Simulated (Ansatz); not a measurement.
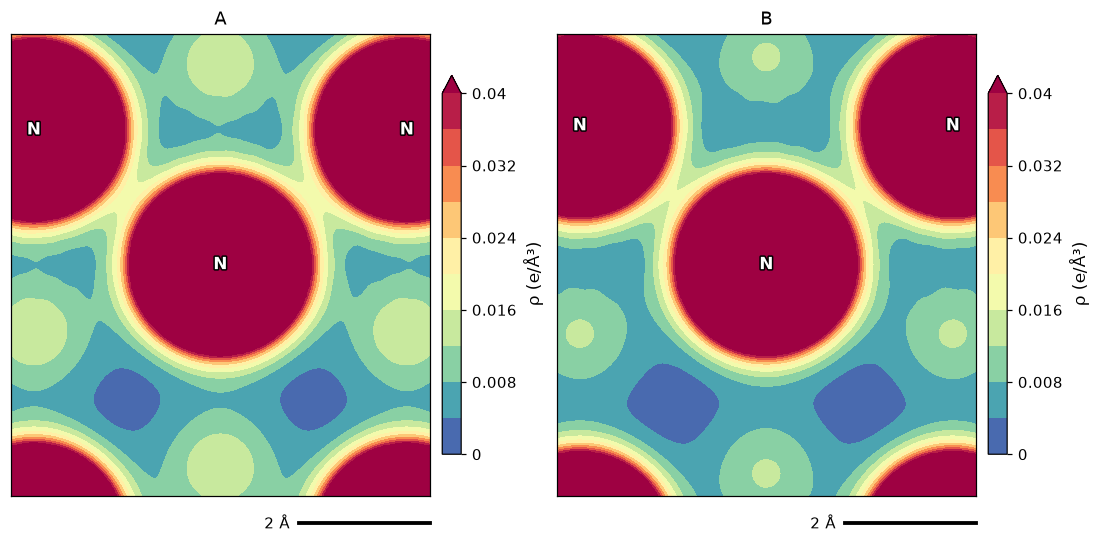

N. The valence charge density (pseudo) of two cells that differ in size and shape, on the (110) plane of each (indices in the axes of the calculation cell), at one length scale and on one colour scale: B has 33.6 Å³ an atom and A 31.6.

Space group P6₃/mmc; spin-polarised.

All numbers below come from DFT LDA, scalar-relativistic, plane waves, PAW (Ansatz 0.2.0).

Core electrons are frozen (PAW), and the valence fields are smoothed inside the atomic spheres.

What does the compression do to the bonding and the properties?

Answer. From the larger cell to the smaller, N–N goes from 3.56 to 3.52 Å, and the density at its midpoint from 0.02 to 0.02 e/Å³; the pressure goes from −0.3 to −0.3 GPa; the Kohn–Sham gap goes from 2.2 eV to 2.1 eV.
